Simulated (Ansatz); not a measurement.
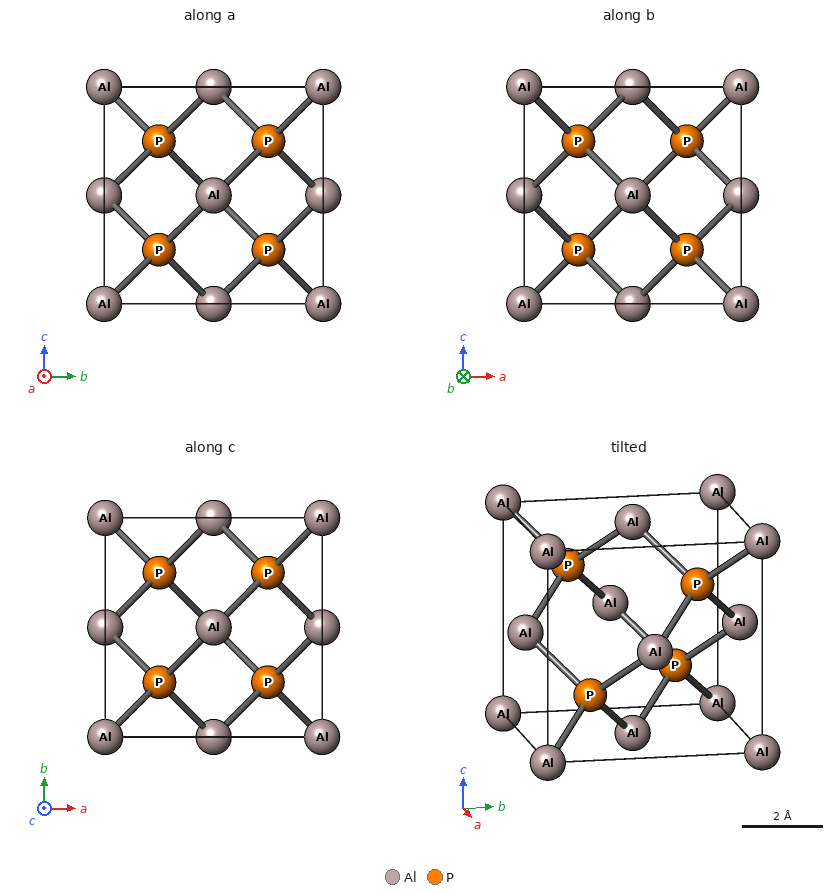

We look at a ball-and-stick model of the crystal along the a axis, along the b axis, along the c axis and slightly off an axis. Thin lines show the drawn cell (a repeat of the simulation cell), with boundary atoms drawn in all their periodic places.

Lattice parameters: a = 5.4511 Å, b = 5.5054 Å, c = 5.4511 Å, α = 90.000°, β = 90.000°, γ = 90.000°.

Q: Reconstruct the structure as a CIF in P1 with every atom of the cell.

A:
```cif
data_structure
_symmetry_space_group_name_H-M 'P 1'
_symmetry_Int_Tables_number 1
_cell_length_a 5.4511
_cell_length_b 5.5054
_cell_length_c 5.4511
_cell_angle_alpha 90.000
_cell_angle_beta 90.000
_cell_angle_gamma 90.000
_cell_volume 163.59
loop_
_atom_site_label
_atom_site_type_symbol
_atom_site_fract_x
_atom_site_fract_y
_atom_site_fract_z
_atom_site_occupancy
Al1 Al 0.0000 0.0000 0.0000 1
P1 P 0.7500 0.2500 0.2500 1
Al2 Al 0.5000 0.0000 0.5000 1
P2 P 0.2500 0.2500 0.7500 1
Al3 Al 0.5000 0.5000 0.0000 1
P3 P 0.2500 0.7500 0.2500 1
Al4 Al 0.0000 0.5000 0.5000 1
P4 P 0.7500 0.7500 0.7500 1
```

Its origin is a structure type filled with these elements by a generator (whether the compound takes this form wasn't checked). The cell was then strained or its atoms displaced on purpose. It was the input of a calculation with Ansatz.
